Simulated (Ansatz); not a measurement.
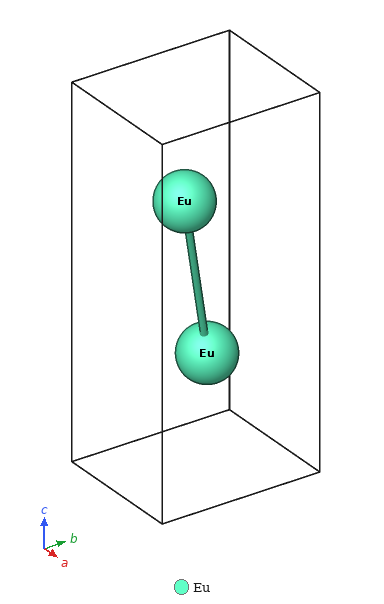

Ball-and-stick drawing of the structure, looking slightly off an axis. The conventional unit cell is outlined; an atom on or near a face, edge or corner is repeated at each equivalent position. Cell: a = 3.70 Å, b = 3.70 Å, c = 5.80 Å, α = 90.00°, β = 90.00°, γ = 120.00°.

Note that this is a generated cell, made by putting these elements into a known structure type (the compound may or may not exist in this form), and that it hasn't been relaxed. It was run through Ansatz as a DFT input.

What structure is drawn here?

The element is europium. The atoms follow space group P6_3/mmc (No. 194); the Bravais lattice is primitive hexagonal. Type of structure: hexagonal close-packed (Mg type). The cell holds two atoms. Each Eu is bonded to twelve Eu in an anticuboctahedral arrangement at about 3.6 to 3.7 Å. The bonds build a three-dimensional framework.

Level of theory: Ansatz, DFT, PAW plane waves, PBE+U. Settings were wavefunction cutoff 420 eV, k-points about 0.28 Å⁻¹ apart, cold smearing of 0.14 eV, U_eff = 2.07 eV on Eu f, collinear spins.

Which atoms carry magnetic moments in this run, and how do they order?

The state reached is ferromagnetic. Sizes: Eu 7.2 μB; net moment 15.4 μB in the run's cell of 2 atoms.

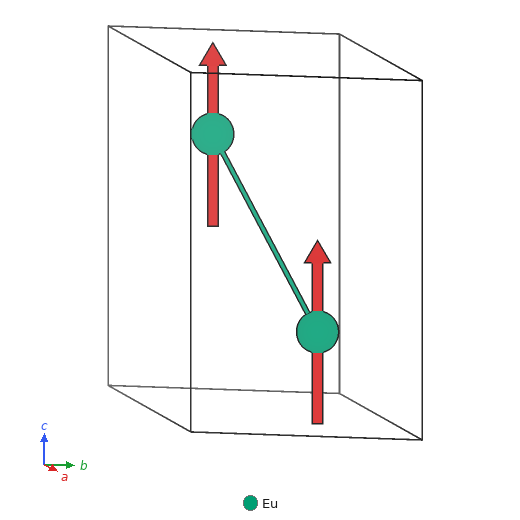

Site moments above 0.25 μB as arrows, small induced ones on non-metal atoms left out (red along the largest or up, blue against, purple across). The run's cell of 2 atoms is drawn, so axes and origin can differ from the first picture.

What does the calculation say: metal or gapped?

A metal: bands cross the Fermi level.

Are forces and stress small enough to call this relaxed?

No. All forces vanish to within 0.01 eV/Å. The pressure is 5.1 GPa, so the cell would expand.
